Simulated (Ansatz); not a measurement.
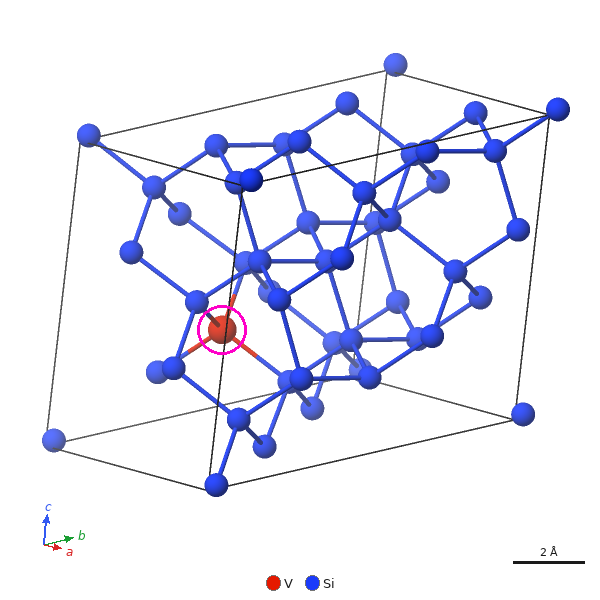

An orthographic ball-and-stick view of the structure, from a general direction. The frame is the supercell; atoms at its boundary are shown with their periodic copies. The host is Si, in a cell of 36 sites, and the cell carries a charge of -1. A ring marks the defect's site.

What kind of defect was put in?

Vanadium on a silicon site (a substitutional impurity). It is bonded to four Si in a tetrahedral arrangement at about 2.4 Å.

Theory: DFT PBE, scalar-relativistic, plane waves, PAW (Ansatz 0.2.0). Numerical settings: a cutoff energy of 420 eV, the zone sampled with 2×2×2 points, Gaussian smearing of 0.02 eV, collinear spins.

Is the defect magnetic?

Yes, 2.0 μB in the cell.

The atoms were relaxed in the host's cell with Ansatz 0.2.0, DFT PBE, scalar-relativistic, plane waves, PAW.
